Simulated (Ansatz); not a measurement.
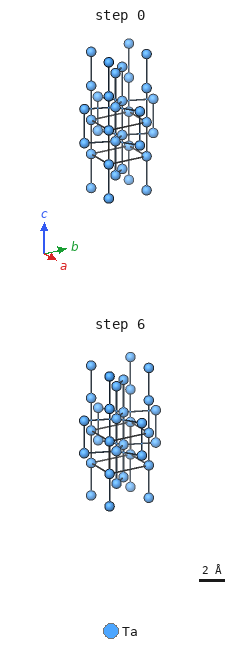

The structure of crystalline Ta (a generated structure, set up in P6/mmm) before (top) and after (bottom) a relaxation, at one scale.

The picture is a ball-and-stick view of the cell of the calculation, repeated 1 × 1 × 2 with one cell outlined, seen slightly off an axis.

Phase: omega (AlB2-type).

Theory: Ansatz, DFT, PBE, plane waves (420 eV) with PAW, scalar-relativistic.

Input
```yaml
crystal:
  lattice:
    - [4.6735112553, 0.0, 0.0]
    - [-2.3367556276, 4.047379472, 0.0]
    - [0.0, 0.0, 2.8648623995]
  atoms:
    - { symbol: Ta, position: [0.0, 0.0, 0.0] }
    - { symbol: Ta, position: [0.3333333333, 0.6666666667, 0.5] }
    - { symbol: Ta, position: [0.6666666667, 0.3333333333, 0.5] }
hamiltonian:
  xc: pbe
  pseudopotentials:
    kind: paw
    azcp:
      Ta: "pseudopotentials/Ta.paw.azcp"
basis:
  ecutwfc: 420
  fft_grid_basis: typed
kpoints:
  mp_grid: { grid: [8, 8, 11], shift: [0, 0, 0] }
magnetization:
  spin_polarized: false
scf:
  occupations: { method: fermi_dirac, width: 0.1 }
relax:
  max_steps: 60
  f_tol: 0.01
  cell: {}
```

Run as
```bash
ansatz run input.yaml --threads 1 --pin off --max-ram 3584MiB --backend cpu --events-out ev --progress --plain --runs-dir out
```

> What changed between the two?

The energy falls by 0.295 eV per cell of the calculation in 4 accepted moves (6 points after the start). All forces vanish by symmetry, so only the cell relaxes. The pressure goes from 6.49 to 0.00 GPa. At 2 points the geometry stayed and the basis and grid were re-selected for the new cell (energy shift of 1.4 meV per cell of the calculation at most each time). No atom moves by more than 0.005 Å relative to the cell. The volume changes by +3.2 %, with a = b 4.674 → 4.864 Å (+4.1 %), c 2.865 → 2.731 Å (−4.7 %). Near-neighbour distances that change, for instance: Ta1–Ta1 2.865 → 2.731 Å, Ta2–Ta3 2.698 → 2.808 Å, Ta1–Ta2 3.055 → 3.122 Å. The space group stays P6/mmm (No. 191). Cost: 50 s on 1 thread of Intel(R) Xeon(R) Platinum 8259CL CPU @ 2.50GHz (Skylake/Cascade Lake), with other jobs on the host, peak memory 0.56 GiB.
